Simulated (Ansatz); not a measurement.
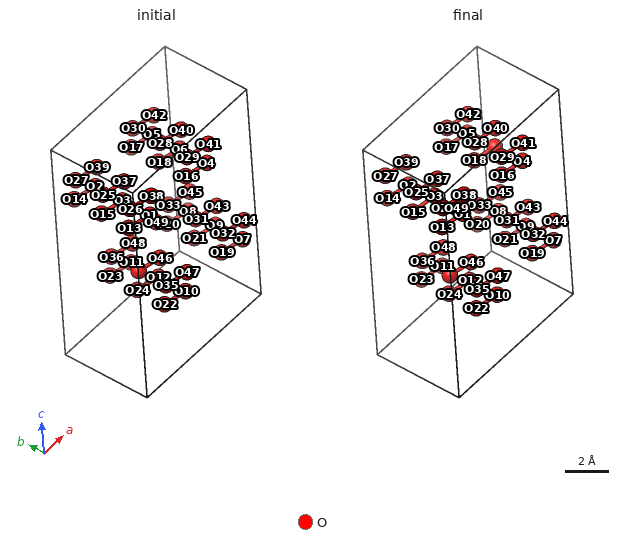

The structure of a defect cell of composition O before (left) and after (right) a relaxation, at one scale.

Style: ball-and-stick. Shown: the cell of the calculation (origin shifted), slightly off an axis.

Case: O interstitial, charge +0, atoms relaxed at the host's cell.

Level of theory: DFT PBE+D3(BJ), scalar-relativistic, plane waves, PAW (Ansatz). Settings: plane-wave cutoff 420 eV; k-point mesh 2 × 2 × 2; occupations gaussian; smearing width 0.01 eV; no spin polarisation; atoms relaxed in a fixed cell; force threshold 0.025 eV/Å; at most 45 steps.

Summarise the run.

An O atom moves most: 0.99 Å roughly along [−2 0 3]. The lattice vectors keep their values. Among the contacts that change: O–O 2.119 → 1.292 Å, O–O 1.215 → 1.309 Å, O–O 1.215 → 1.209 Å. New bonds form: O–O (2.12 → 1.29 Å). Over 15 geometry steps the energy falls by 2.212 eV per cell of the calculation. The largest force component goes from 1.3 to 0.017 eV/Å. The run took 9 min on 4 threads of Arm Neoverse V1, with other jobs on the host, peak memory 2.7 GiB.
